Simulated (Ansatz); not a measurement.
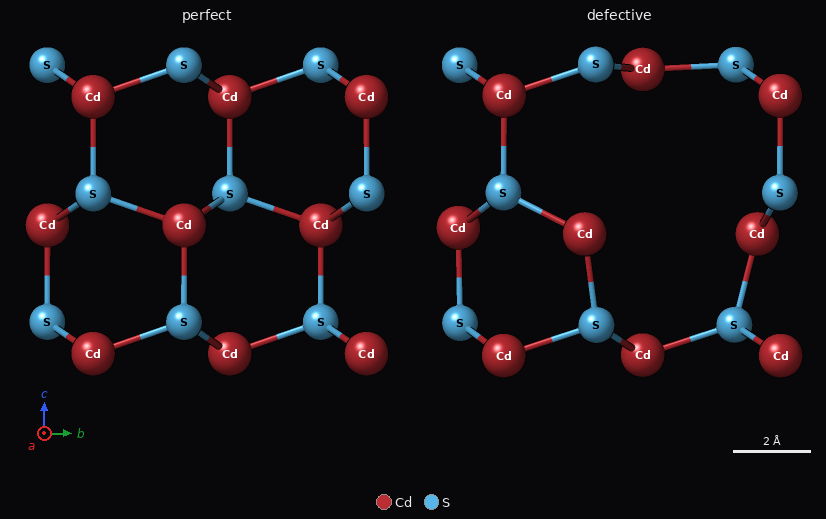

Left: perfect CdS. Right: the same region with one point defect, after relaxing the atoms in a supercell of 96 sites. Style: ball-and-stick. Shown: the atoms within 6.0 Å of one point, in a slice 5.0 Å thick across the line of sight, along the a axis.

Theory: DFT, PBEsol, PAW, plane waves in Ansatz. (plane-wave cutoff 420 eV; k-point mesh 1 × 1 × 1; mesh shifted by (0.25, 0.25, 0.25); collinear spin) Fermi-Dirac smearing of 0.01 eV. A uniform background neutralises the charged cell. The axes drawn are those of the host's conventional cell.

> What kind of defect was made?

A sulfur atom is taken out (a vacancy).

The charge state of the cell is +2.

> What does the relaxation do around it?

Around the empty S site the host had 4 Cd at 2.51 to 2.53 Å; after relaxation the nearest atoms are 4 Cd at 3.17 to 3.24 Å. Of the host's atoms, a cadmium atom moves furthest from its site, by 0.71 Å. The cell ends without a net magnetic moment.

Limits of the set-up: the cell is charged, on a uniform background, and energies carry no finite-size correction.
